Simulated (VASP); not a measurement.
```xyz
1
Lattice="2.4645 0.0000 0.0000 0.0000 2.4645 0.0000 0.0000 0.0000 2.4645" Properties=species:S:1:pos:R:3 pbc="T T T"
Ir    0.0000    0.0000    0.0000
```

Space group Pm-3m; a generated structure, not necessarily the stable one; changed on purpose from its base cell (volume × 0.88); computed pressure about 43 GPa in this cell; spin-polarised.

These are results of Kohn-Sham DFT of a periodic cell, PBE, VASP PAW PBE potentials, recommended (VASP), not measurements.

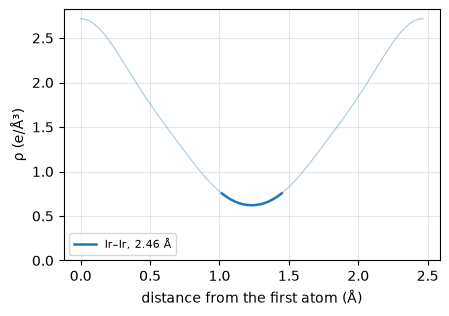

Ir. Valence electron density along straight lines between neighbouring atoms. Thin, pale parts lie inside the atomic spheres.

Core electrons are frozen (PAW), and the valence fields are smoothed inside the atomic spheres.

### What can be read from the curves?

Ir–Ir (2.46 Å): the density is about 0.62 e/Å³ at the midpoint.
